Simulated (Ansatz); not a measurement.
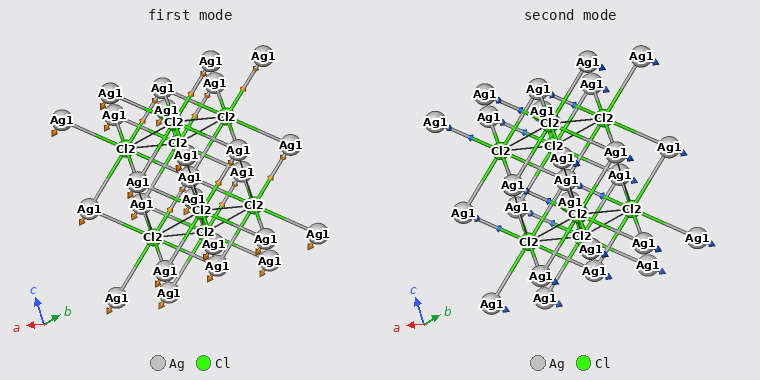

The system is AgCl (Fm-3m, No. 225; 2 atoms in the cell); the picture shows the reference structure; its two panels give the patterns of the first and the second mode as arrows. 
- The energy is mapped over two normal modes frozen in (zone-centre modes of the 2-atom cell of this scan).
- The first coordinate is: amplitude of mode 4 (130 cm⁻¹), largest displacement; the second: amplitude of mode 5 (130 cm⁻¹), largest displacement.
- Nothing is relaxed (the cell and all other modes fixed).
- The grid has 9 × 9 points; 15 points were computed and 66 follow by symmetry.
- Points are written as (first, second).
- Energies are in eV per cell, from the lowest grid point.
- Level of theory: Ansatz 0.2.0, DFT LDA, scalar-relativistic, plane waves, PAW. Settings: cutoff 420 eV, k-mesh 10×10×10, gaussian smearing 0.05 eV, no spin polarisation.

Its coordinates:

```xyz
2
Lattice="0.0000 2.6773 2.6773 2.6773 0.0000 2.6773 2.6773 2.6773 0.0000" Properties=species:S:1:pos:R:3 pbc="T T T"
Ag    2.6773    2.6773    2.6773
Cl    0.0000    0.0000    0.0000
```

Range: amplitude of mode 4 (130 cm⁻¹), largest displacement from −0.453 to 0.453 Å; amplitude of mode 5 (130 cm⁻¹), largest displacement from −0.453 to 0.453 Å.

### What landscape does the calculation give?

The lowest grid point is at (0.000 Å, 0.000 Å). It is the only kind of minimum in the scanned range. The highest grid point, (−0.453 Å, −0.453 Å), lies 0.86 eV above the lowest. The gap on the k-mesh is 0.6 eV at the lowest point and runs from 0.5 to 1.1 eV over the map.

```
second ↓, first →  −0.453  −0.340  −0.227  −0.113  0.000  0.113  0.227  0.340  0.453
            0.453    0.86    0.73    0.74    0.78   0.80   0.78   0.74   0.73   0.86
            0.340    0.73    0.44    0.34    0.32   0.31   0.32   0.34   0.44   0.73
            0.227    0.74    0.34    0.17    0.12   0.10   0.12   0.17   0.34   0.74
            0.113    0.78    0.32    0.12    0.04   0.02   0.04   0.12   0.32   0.78
            0.000    0.80    0.31    0.10    0.02   0.00   0.02   0.10   0.31   0.80
           −0.113    0.78    0.32    0.12    0.04   0.02   0.04   0.12   0.32   0.78
           −0.227    0.74    0.34    0.17    0.12   0.10   0.12   0.17   0.34   0.74
           −0.340    0.73    0.44    0.34    0.32   0.31   0.32   0.34   0.44   0.73
           −0.453    0.86    0.73    0.74    0.78   0.80   0.78   0.74   0.73   0.86
```

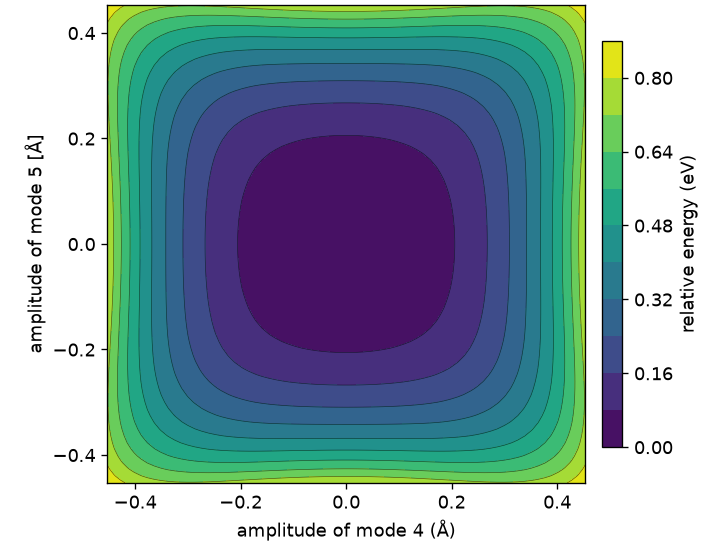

In the figure: filled contours. Between grid points the surface is interpolated.

Each point was launched as `ansatz run input.yaml --threads 1 --pin off --max-ram 2048MiB --backend cpu --events-out ev --progress --plain --runs-dir out`. The whole map (15 points run) took 5.9 min on 1 thread of Arm Neoverse N1, on a shared host.
